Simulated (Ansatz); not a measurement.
# Dielectric response of SrO (001) films, part 2 of 5

Wanted: ε of rocksalt SrO (001) by finite fields on slabs, and the band edges against the vacuum where run.

Ansatz 0.2.0; plane-wave DFT, PBE, Ansatz PAW (set soft_1); PAW set soft_1 (the session's first sound run).

So far, gap on the k-mesh (eV): step 2 (relaxing the film, 6 atoms, units 3) 2.35.

### 3. The relaxed film, single point, 6 atoms, units 3

The film was relaxed beforehand; a single point on the relaxed positions gives its levels and potential.

Contents of input.yaml:

```yaml
crystal:
  lattice:
    - [3.64867099, 0.0, 0.0]
    - [0.0, 3.64867099, 0.0]
    - [0.0, 0.0, 23.16]
  atoms:
    - { symbol: Sr, position: [0.5, 0.5, 0.3889228622] }
    - { symbol: O, position: [0.0, 0.0, 0.3909963113] }
    - { symbol: Sr, position: [0.0, 0.0, 0.4999999998] }
    - { symbol: O, position: [0.5, 0.5, 0.4999999968] }
    - { symbol: Sr, position: [0.5, 0.5, 0.6110771436] }
    - { symbol: O, position: [0.0, 0.0, 0.6090036864] }
kpoints:
  mp_grid: { grid: [8, 8, 1] }
hamiltonian:
  xc: pbe
  pseudopotentials: { kind: paw, azcp: { folder: soft_1 } }
scf:
  occupations: { method: fixed }
  convergence: { dr2_threshold: 1.0e-09 }
efield:
  axis: 3
  dipole_correction: true
  ramp_position: 0.97
  ramp_width: 0.06
output:
  eigenvalues: true
  write_potential: true
  write_density: true
  volumetric_format: npy
```

Run with:

```sh
> ansatz run input.yaml --threads 4 --pin off --max-ram 8192MiB --backend cpu --events-out ev --progress --plain --runs-dir out
```

Numbers of over 12 decimals in the logs are rounded to 6 here.

The log of the run:

```text
[...]
Crystal: 6 atoms, lattice volume = 308.324 Å³
Basis set: ecut = 420 eV, 6053 PW (Γ)
Bands: 30, of which v1, the nominal top of the filled ones, is band 24 counted from 1 (23 counted from 0)
Symmetry: 8 space group operations
k-points: 15 of 64
[...]
SCF iter   1: F=—  HF=-12351.962681 eV  |F-HF|=—  |Δ(HF+E_count)|=         —  Δρ=8.59e-2  dr2=3.16e1  ethr=3.10e-3  p=-0.000 e·Å  D=-1.08e-13 V/Å  ΔV_dip=0.00 eV  dr2_dipole=1.13e-11  V_vac-E_F(+/−)=12.85/12.85 eV  ⟨swp⟩=7.9  Hψ=2350  notcnv=0  defer=59
[...]
SCF iter  14: F=-12343.118854 eV  HF=-12343.118854 eV  |F-HF|=7.60e-10  |Δ(HF+E_count)|=  1.67e-10  Δρ=5.28e-7  dr2=8.50e-10  ethr=2.08e-12  p=-0.000 e·Å  D=-1.51e-6 V/Å  ΔV_dip=0.00 eV  dr2_dipole=3.70e-11  V_vac-E_F(+/−)=3.57/3.57 eV  ⟨swp⟩=17.3  Hψ=2684  notcnv=0
SCF 1 converged in 14 iterations: F = -12343.118854 eV  dr2 = 8.50e-10
[...]
SCF converged after 14 iterations
Free energy (F): -12343.118854 eV
[...]
Internal energy: -12343.118854 eV  (E = F + TS)
E sigma→0 (E₀):  -12343.118854 eV
Fermi energy:    0.310542 eV
Dipole field:    D = 0.000005 V/Å  (p = 0.000009 e·Å, saw-weighted, corrected)
Work function:   Φ+ = 3.5661 eV   Φ− = 3.5663 eV
[...]
--- Band table (eV; the first three rows and the last of 15) ---
  k-point 0: bands = [... 20 lower, 0.2373, 0.2373, 0.3105, 0.3105, 2.6615, 2.9635, 3.7766, 3.9533, ... 2 higher]
  k-point 1: bands = [... 20 lower, -0.0162, 0.0254, 0.0795, 0.1489, 2.8719, 3.1279, 4.1480, 4.1787, ... 2 higher]
  k-point 2: bands = [... 20 lower, -0.4818, -0.2734, -0.2083, -0.0923, 3.4054, 3.5998, 4.6919, 5.2039, ... 2 higher]
  k-point 14: bands = [... 20 lower, -0.0739, 0.1233, 0.1233, 0.2396, 4.1199, 4.1199, 5.4982, 5.4982, ... 2 higher]
```

Elapsed: 5.9 s, on 4 threads of Arm Neoverse V1, shared host; peak memory 0.56 GiB; 23 s of CPU time.

This step gave:

```
dipole along the normal : 8.66e-6 e·Å
```

Running mean over 2.58 Å of the planar mean; the ramp of the sawtooth is left out. Electron's electrostatic potential energy less the highest filled level against z:

| z (Å) | electron's electrostatic potential energy less the highest filled level (eV) |
| --- | --- |
| 4 | 3.57 |
| 6 | 3.51 |
| 8 | -3.53 |
| 10 | -6.11 |
| 12 | -5.96 |
| 14 | -5.98 |
| 16 | 2.48 |
| 18 | 3.56 |
| 20 | 3.57 |

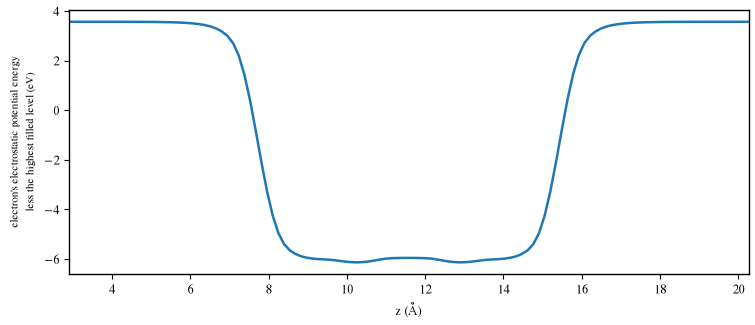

Electron's electrostatic potential energy less the highest filled level, plotted against z.

The gap is 2.35 eV, with the valence edge 3.57 eV and the conduction edge 1.22 eV under the upper vacuum level.

### 4. Single point, 6 atoms, units 3, field 0.1 V/Å

A sawtooth potential applies the field, turning back in the middle of the vacuum. With the dipole correction the typed value is the field outside the slab. The induced dipole is small, so the SCF threshold is tight.

Changes to input.yaml since step 3:

```diff
@@ -19,3 +19,3 @@
   occupations: { method: fixed }
-  convergence: { dr2_threshold: 1.0e-09 }
+  convergence: { dr2_threshold: 1.0e-10 }
 efield:
@@ -25,4 +25,4 @@
   ramp_width: 0.06
+  amplitude: 0.1
 output:
-  eigenvalues: true
   write_potential: true
```

The log of the run:

```text
[...]
Crystal: 6 atoms, lattice volume = 308.324 Å³
Basis set: ecut = 420 eV, 6053 PW (Γ)
Bands: 30, of which v1, the nominal top of the filled ones, is band 24 counted from 1 (23 counted from 0)
Symmetry: 8 space group operations
k-points: 15 of 64
[...]
SCF iter   1: F=—  HF=-12351.965498 eV  |F-HF|=—  |Δ(HF+E_count)|=         —  Δρ=8.60e-2  dr2=3.16e1  ethr=3.10e-3  p=0.065 e·Å  D=3.84e-2 V/Å  ΔV_dip=-0.89 eV  dr2_dipole=1.13e-3  V_vac-E_F(+/−)=13.43/12.21 eV  ⟨swp⟩=7.3  Hψ=2296  notcnv=0  defer=62
[...]
SCF iter  14: F=-12343.121372 eV  HF=-12343.121372 eV  |F-HF|=5.64e-11  |Δ(HF+E_count)|=   1.98e-9  Δρ=1.72e-7  dr2=5.15e-11  ethr=1.00e-12  p=0.050 e·Å  D=2.96e-2 V/Å  ΔV_dip=-0.68 eV  dr2_dipole=5.50e-15  V_vac-E_F(+/−)=4.22/2.79 eV  ⟨swp⟩=16.3  Hψ=3023  notcnv=0
SCF 1 converged in 14 iterations: F = -12343.121372 eV  dr2 = 5.15e-11
[...]
SCF converged after 14 iterations
[...]
Free energy (F): -12343.121372 eV
[...]
Internal energy: -12343.121372 eV  (E = F + TS)
E sigma→0 (E₀):  -12343.121372 eV
Fermi energy:    0.340245 eV
Dipole field:    D = 0.029567 V/Å  (p = 0.050379 e·Å, saw-weighted, corrected)
Work function:   not extracted (applied field tilts the vacuum); planar V_es + V_field profile in the machine report
[...]
--- Band table (eV; the first three rows and the last of 15) ---
  k-point 0: bands = [... 20 lower, 0.2048, 0.2048, 0.3402, 0.3402, 2.5540, 3.0461, 3.7531, 3.7730, ... 2 higher]
  k-point 1: bands = [... 20 lower, -0.0337, 0.0457, 0.0541, 0.1797, 2.7499, 3.2267, 3.9419, 4.1747, ... 2 higher]
  k-point 2: bands = [... 20 lower, -0.4835, -0.3086, -0.1763, -0.0866, 3.2647, 3.7202, 4.4758, 5.1996, ... 2 higher]
  k-point 14: bands = [... 20 lower, -0.0858, 0.1345, 0.1345, 0.2441, 4.1164, 4.1164, 5.4968, 5.4968, ... 2 higher]
```

Run time: 5.8 s. Hardware: 4 threads; peak memory 0.54 GiB.

Numbers from this step:

```yaml
gap_on_the_k_mesh: 2.214 eV
dipole_along_the_normal: 0.05038 e·Å
```

The dipole is 0.0504 e·Å, and the gap on the mesh 2.214 eV.

### 5. Single point, 6 atoms, units 3, field -0.1 V/Å

Changes to input.yaml since step 4:

```diff
@@ -25,3 +25,3 @@
   ramp_width: 0.06
-  amplitude: 0.1
+  amplitude: -0.1
 output:
```

The log of the run:

```text
[...]
Crystal: 6 atoms, lattice volume = 308.324 Å³
Basis set: ecut = 420 eV, 6053 PW (Γ)
Bands: 30, of which v1, the nominal top of the filled ones, is band 24 counted from 1 (23 counted from 0)
Symmetry: 8 space group operations
k-points: 15 of 64
[...]
k-point 0: bands = [... 20 lower, 0.2048, 0.2048, 0.3402, 0.3402, 2.5540, 3.0461, 3.7531, 3.7730, ... 2 higher]
  k-point 1: bands = [... 20 lower, -0.0337, 0.0457, 0.0541, 0.1797, 2.7499, 3.2267, 3.9419, 4.1747, ... 2 higher]
  k-point 2: bands = [... 20 lower, -0.4835, -0.3086, -0.1763, -0.0866, 3.2647, 3.7202, 4.4758, 5.1996, ... 2 higher]
  k-point 14: bands = [... 20 lower, -0.0858, 0.1345, 0.1345, 0.2441, 4.1164, 4.1164, 5.4968, 5.4968, ... 2 higher]
[key lines of the parts left out:]
SCF converged after 14 iterations
Free energy (F): -12343.121372 eV
Fermi energy:    0.340245 eV
Dipole field:    D = -0.029567 V/Å  (p = -0.050379 e·Å, saw-weighted, corrected)
```

Elapsed: 6.1 s, on 4 threads; peak memory 0.54 GiB.

The dipole is -0.0504 e·Å, and the gap on the mesh 2.214 eV.

### 6. Response with the atoms held, 6 atoms, units 3

This step: plane-wave DFT, PBE, Ansatz PAW (set soft_1); response to a field along the normal, atoms held; PAW set soft_1 (Ansatz 0.2.0).

The two fields give this film's response with the atoms held: the electronic part.

Numbers from this step:

```
equivalent conductor thickness p/(ε₀AE) : 6.848 Å
distance between the outer atoms        : 5.145 Å
thickness                               : 7.74 Å
```

Local field over the applied field, running mean. From the potentials at -0.1 and 0.1 V/Å; running mean over 2.58 Å, taken twice. Table of local field over applied field by z:

| z (Å) | local field over applied field |
| --- | --- |
| 6 | 0.877 |
| 8 | 0.426 |
| 10 | 0.215 |
| 12 | 0.224 |
| 14 | 0.245 |
| 16 | 0.637 |
| 18 | 0.959 |

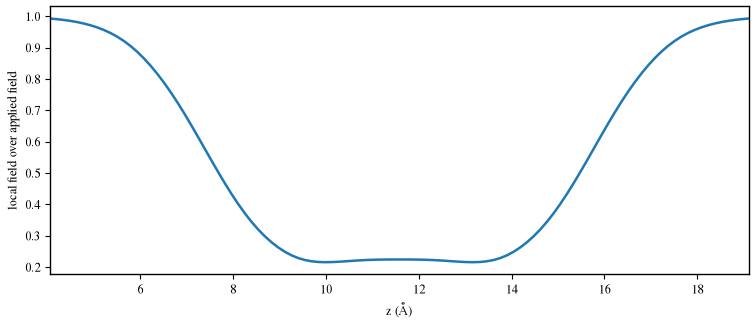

Local field over applied field, plotted against z.

The induced electron density oscillates, so the rows of the table below give means over windows of 1 Å about each position, cut where the curve ends. Its maxima inside the range that stand out by 2 % of the span (Å: e/Å³ per V/Å): 8.0: 0.00325, 9.1: 0.00128, 10.9: 0.00273, 11.7: 3.4e-4, 13.5: 0.00299, 14.3: 4.7e-4. Its minima: 8.8: -4.7e-4, 9.7: -0.00299, 11.4: -3.4e-4, 12.3: -0.00273, 14.0: -0.00128, 15.2: -0.00325.

Electrons, planar mean, per unit field. The induced electron density by z; means over each step:

| z (Å) | induced electron density (e/Å³ per V/Å) |
| --- | --- |
| 5 | 1.0e-4 |
| 6 | 4.5e-4 |
| 7 | 0.00161 |
| 8 | 0.00274 |
| 9 | 1.4e-5 |
| 10 | -0.00150 |
| 11 | 0.00150 |
| 12 | -0.00124 |
| 13 | 8.4e-4 |
| 14 | 4.7e-4 |
| 15 | -0.00238 |
| 16 | -0.00190 |
| 17 | -5.7e-4 |
| 18 | -1.3e-4 |
| 19 | -3.2e-5 |

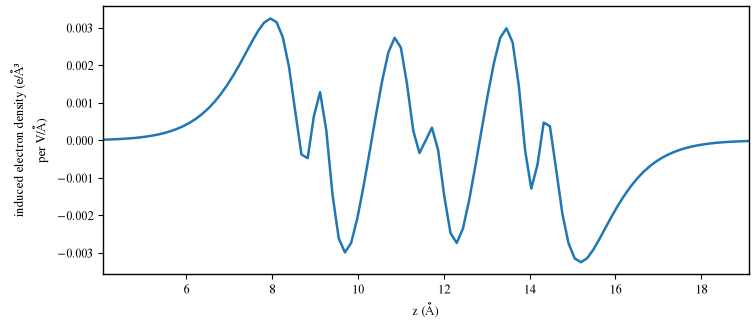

Induced electron density, plotted against z.

By hand: between -0.1 and 0.1 V/Å the dipole changes by 0.1008 e·Å, a slope of 0.5038 e·Å²/V. A perfect conductor of thickness t has p = ε₀AEt, so t = 180.95 × 0.5038 / 13.313 = 6.85 Å (e/ε₀ = 180.95 V·Å, A in Å²).

The induced dipole is that of a conductor 6.85 Å thick.

### 7. Field on, atoms free, 6 atoms, field 0.05 V/Å

This step: plane-wave DFT, PBE, Ansatz PAW (set soft_1); PAW set soft_1 (Ansatz 0.2.0).

Now the atoms may follow the field. A weak field makes forces of meV/Å to tens of meV/Å, so the force tolerance is set well below the usual one.

Changes to input.yaml since step 5:

```diff
@@ -25,3 +25,6 @@
   ramp_width: 0.06
-  amplitude: -0.1
+  amplitude: 0.05
+relax:
+  f_tol: 0.0006
+  max_steps: 70
 output:
```

The log of the run:

```text
[...]
Crystal: 6 atoms, lattice volume = 308.324 Å³
Basis set: ecut = 420 eV, 6053 PW (Γ), exchange–correlation on 50×50×320 points (8 copies of the dense FFT grid, shifted against one another)
Bands: 30, of which v1, the nominal top of the filled ones, is band 24 counted from 1 (23 counted from 0)
Symmetry: 8 space group operations
k-points: 15 of 64
[...]
SCF iter   1: F=—  HF=-12351.963162 eV  |F-HF|=—  |Δ(HF+E_count)|=         —  Δρ=8.60e-2  dr2=3.16e1  ethr=3.10e-3  p=0.033 e·Å  D=1.92e-2 V/Å  ΔV_dip=-0.44 eV  dr2_dipole=2.82e-4  V_vac-E_F(+/−)=13.14/12.53 eV  ⟨swp⟩=7.3  Hψ=2296  notcnv=0  defer=62
[...]
SCF iter  14: F=-12343.119303 eV  HF=-12343.119303 eV  |F-HF|=7.28e-11  |Δ(HF+E_count)|=   1.30e-9  Δρ=1.96e-7  dr2=5.77e-11  ethr=1.00e-12  p=0.025 e·Å  D=1.48e-2 V/Å  ΔV_dip=-0.34 eV  dr2_dipole=6.88e-14  V_vac-E_F(+/−)=3.90/3.18 eV  ⟨swp⟩=6.7  Hψ=3065  notcnv=0
SCF 1 converged in 14 iterations: F = -12343.119303 eV  dr2 = 5.77e-11
[...]
relax step   1: F+E_penalty+E_count = -12343.11930307 eV  Δ(F+E_penalty+E_count) = +0.000e0 eV  max|allowed force component| = 2.913e-2 eV/Å  Δτ_max = 0.0000 Å  (14 SCF iters, accepted)
[...]
SCF iter  10: F=-12343.118004 eV  HF=-12343.118004 eV  |F-HF|=4.73e-11  |Δ(HF+E_count)|=    0.00e0  Δρ=6.96e-8  dr2=1.73e-11  ethr=1.00e-12  p=0.046 e·Å  D=2.73e-2 V/Å  ΔV_dip=-0.63 eV  dr2_dipole=7.87e-13  V_vac-E_F(+/−)=3.75/3.32 eV  ⟨swp⟩=7.8  Hψ=2602  notcnv=0
SCF 2 converged in 10 iterations: F = -12343.118004 eV  dr2 = 1.73e-11
relax step   2: F+E_penalty+E_count = -12343.11800395 eV  Δ(F+E_penalty+E_count) = +1.299e-3 eV  max|allowed force component| = 1.015e-1 eV/Å  Δτ_max = 0.0114 Å  (10 SCF iters, rejected (line search))
SCF iter   1: F=—  HF=-12343.120199 eV  |F-HF|=—  |Δ(HF+E_count)|=         —  Δρ=3.23e-4  dr2=1.35e-3  ethr=4.02e-5  p=0.046 e·Å  D=2.73e-2 V/Å  ΔV_dip=-0.63 eV  dr2_dipole=6.95e-4  V_vac-E_F(+/−)=3.75/3.32 eV  ⟨swp⟩=5.3  Hψ=997  notcnv=0  defer=60
[...]
SCF iter   9: F=-12343.119452 eV  HF=-12343.119452 eV  |F-HF|=2.91e-11  |Δ(HF+E_count)|=  3.17e-10  Δρ=1.53e-7  dr2=7.60e-11  ethr=1.00e-12  p=0.031 e·Å  D=1.84e-2 V/Å  ΔV_dip=-0.43 eV  dr2_dipole=2.63e-12  V_vac-E_F(+/−)=3.87/3.24 eV  ⟨swp⟩=6.3  Hψ=2815  notcnv=0
SCF 3 converged in 9 iterations: F = -12343.119452 eV  dr2 = 7.60e-11
relax step   3: F+E_penalty+E_count = -12343.11945212 eV  Δ(F+E_penalty+E_count) = -1.490e-4 eV  max|allowed force component| = 4.086e-3 eV/Å  Δτ_max = 0.0024 Å  (9 SCF iters, accepted)
[...]
relax step   4: F+E_penalty+E_count = -12343.11945286 eV  Δ(F+E_penalty+E_count) = -7.472e-7 eV  max|allowed force component| = 7.598e-4 eV/Å  Δτ_max = 0.0003 Å  (6 SCF iters, accepted)
SCF iter   1: F=—  HF=-12343.119453 eV  |F-HF|=—  |Δ(HF+E_count)|=         —  Δρ=3.17e-6  dr2=9.25e-8  ethr=9.91e-10  p=0.031 e·Å  D=1.83e-2 V/Å  ΔV_dip=-0.42 eV  dr2_dipole=7.47e-14  V_vac-E_F(+/−)=3.87/3.23 eV  ⟨swp⟩=4.0  Hψ=1247  notcnv=0  defer=33
[...]
SCF iter   5: F=-12343.119453 eV  HF=-12343.119453 eV  |F-HF|=2.55e-11  |Δ(HF+E_count)|=  1.46e-11  Δρ=7.43e-8  dr2=8.73e-12  ethr=1.00e-12  p=0.031 e·Å  D=1.83e-2 V/Å  ΔV_dip=-0.42 eV  dr2_dipole=2.96e-15  V_vac-E_F(+/−)=3.87/3.23 eV  ⟨swp⟩=7.5  Hψ=2519  notcnv=0
SCF 5 converged in 5 iterations: F = -12343.119453 eV  dr2 = 8.73e-12
relax step   5: F+E_penalty+E_count = -12343.11945292 eV  Δ(F+E_penalty+E_count) = -5.406e-8 eV  max|allowed force component| = 3.376e-4 eV/Å  Δτ_max = 0.0001 Å  (5 SCF iters, accepted)
NSCF: frozen V_eff on 15 k-points
[...]
SCF converged after 5 iterations
[...]
Free energy (F): -12343.119453 eV
[...]
Internal energy: -12343.119453 eV  (E = F + TS)
E sigma→0 (E₀):  -12343.119453 eV
Fermi energy:    0.309915 eV
Dipole field:    D = 0.018275 V/Å  (p = 0.031139 e·Å, saw-weighted, corrected)
Work function:   not extracted (applied field tilts the vacuum); planar V_es + V_field profile in the machine report
[...]
--- Forces (eV/Å), atoms counted from 1 ---
  atom   1  Sr     0.00000000     0.00000000     0.00006966
  atom   2  O     -0.00000000     0.00000000     0.00006885
  atom   3  Sr     0.00000000     0.00000000     0.00006777
  atom   4  O      0.00000000     0.00000000    -0.00033742
  atom   5  Sr    -0.00000000     0.00000000     0.00005651
  atom   6  O      0.00000000     0.00000000     0.00007566
  max |Σ_I F_I| component: 1.01e-6 eV/Å
--- Band table (eV; the first three rows and the last of 15) ---
  k-point 0: bands = [... 20 lower, 0.2366, 0.2366, 0.3099, 0.3099, 2.6490, 2.9718, 3.7756, 3.9232, ... 2 higher]
  k-point 1: bands = [... 20 lower, -0.0170, 0.0249, 0.0788, 0.1483, 2.8567, 3.1391, 4.1170, 4.1775, ... 2 higher]
  k-point 2: bands = [... 20 lower, -0.4830, -0.2741, -0.2089, -0.0927, 3.3860, 3.6156, 4.6587, 5.2028, ... 2 higher]
  k-point 14: bands = [... 20 lower, -0.0746, 0.1225, 0.1225, 0.2392, 4.1193, 4.1193, 5.4983, 5.4983, ... 2 higher]
--- Relaxed structure (5 steps of the walk, 4 accepted, 0 SCFs on fresh bases) ---
  F+E_penalty+E_count = -12343.11945292 eV   max|allowed force component| = 3.376e-4 eV/Å
  atoms:
    - { symbol: Sr, position: [0.5, 0.5, 0.389030] }
    - { symbol: O, position: [0, 0.0, 0.390912] }
    - { symbol: Sr, position: [0, 0.0, 0.500045] }
    - { symbol: O, position: [0.5, 0.5, 0.499953] }
    - { symbol: Sr, position: [0.5, 0.5, 0.611157] }
    - { symbol: O, position: [0, 0.0, 0.608904] }
```

Elapsed: 16 s, on 4 threads; peak memory 0.53 GiB.

No atom moved by 0.005 Å in the relaxation.

Numbers from this step:

```
gap on the k-mesh       : 2.339 eV
dipole along the normal : 0.03114 e·Å
```

The relaxation took 5 steps and lowered the energy by 1.5e-4 eV; the largest force on the free atoms ends at 3.4e-4 eV/Å.

The dipole is 0.0311 e·Å, and the gap on the mesh 2.339 eV.

### 8. Relaxing in the field, 6 atoms, field -0.05 V/Å

The opposite sign, again from the field-free geometry; the difference of the two cancels what relaxes without a field.

Changes to input.yaml since step 7:

```diff
@@ -25,3 +25,3 @@
   ramp_width: 0.06
-  amplitude: 0.05
+  amplitude: -0.05
 relax:
```

The log of the run:

```text
[...]
Crystal: 6 atoms, lattice volume = 308.324 Å³
Basis set: ecut = 420 eV, 6053 PW (Γ), exchange–correlation on 50×50×320 points (8 copies of the dense FFT grid, shifted against one another)
Bands: 30, of which v1, the nominal top of the filled ones, is band 24 counted from 1 (23 counted from 0)
Symmetry: 8 space group operations
k-points: 15 of 64
[...]
--- Relaxed structure (6 steps of the walk, 5 accepted, 0 SCFs on fresh bases) ---
  F+E_penalty+E_count = -12343.11945293 eV   max|allowed force component| = 2.936e-5 eV/Å
  atoms:
    - { symbol: Sr, position: [0.5, 0.5, 0.388843] }
    - { symbol: O, position: [0, 0.0, 0.391096] }
    - { symbol: Sr, position: [0, 0.0, 0.499955] }
    - { symbol: O, position: [0.5, 0.5, 0.500050] }
    - { symbol: Sr, position: [0.5, 0.5, 0.610970] }
    - { symbol: O, position: [0, 0.0, 0.609087] }
[key lines of the parts left out:]
SCF converged after 5 iterations
Free energy (F): -12343.119453 eV
Fermi energy:    0.309909 eV
Dipole field:    D = -0.018282 V/Å  (p = -0.031151 e·Å, saw-weighted, corrected)
```

Elapsed: 18 s, on 4 threads; peak memory 0.53 GiB; 72 s of CPU time.

No atom moved by 0.005 Å in the relaxation.

The relaxation took 6 steps and lowered the energy by 1.5e-4 eV; the largest force on the free atoms ends at 2.9e-5 eV/Å.

The dipole is -0.0312 e·Å, and the gap on the mesh 2.339 eV.

### 9. Response with the atoms relaxed, 6 atoms, units 3

This step: plane-wave DFT, PBE, Ansatz PAW (set soft_1); response to a field along the normal, atoms relaxed; PAW set soft_1 (Ansatz 0.2.0).

The two relaxed runs give the static response.

This step gave:

```
equivalent conductor thickness p/(ε₀AE) : 8.467 Å
distance between the outer atoms        : 5.144 Å
```

Local field over the applied field, running mean. From the potentials at -0.05 and 0.05 V/Å; running mean over 2.58 Å, taken twice. The local field over applied field by z:

| z (Å) | local field over applied field |
| --- | --- |
| 5 | 0.975 |
| 6 | 0.926 |
| 7 | 0.659 |
| 8 | 0.269 |
| 9 | -0.0801 |
| 10 | -0.0148 |
| 11 | 0.0839 |
| 12 | 0.107 |
| 13 | -9.1e-4 |
| 14 | -0.0908 |
| 15 | 0.208 |
| 16 | 0.594 |
| 17 | 0.914 |
| 18 | 0.969 |
| 19 | 0.993 |

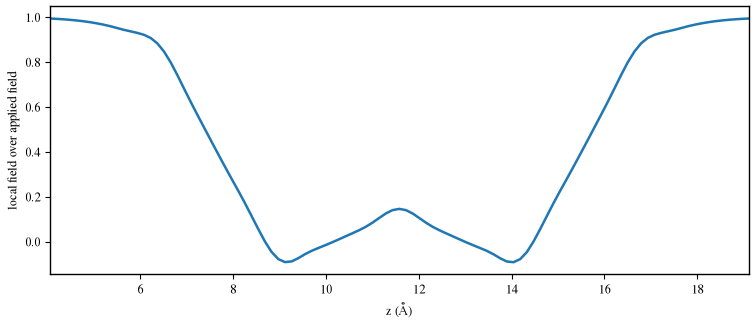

Local field over applied field, plotted against z.

The induced dipole is that of a conductor 8.47 Å thick.

(Continued in part 3 of 5.)

[Logs are printed without paths, hosts, clocks, repeated set-up lines and the standing remarks that a program may print on its own settings, such as how far it seeks lower states.]

[Hosts, paths, dates, database ids (printed as entryN), source tags and the programs' standing remarks are cut or masked in the printed files.]

[Maps of the electrostatic potential energy from Ansatz leave out the sawtooth potential of an applied field or a dipole correction, so their vacuum need not be flat; planar profiles and work functions include it.]
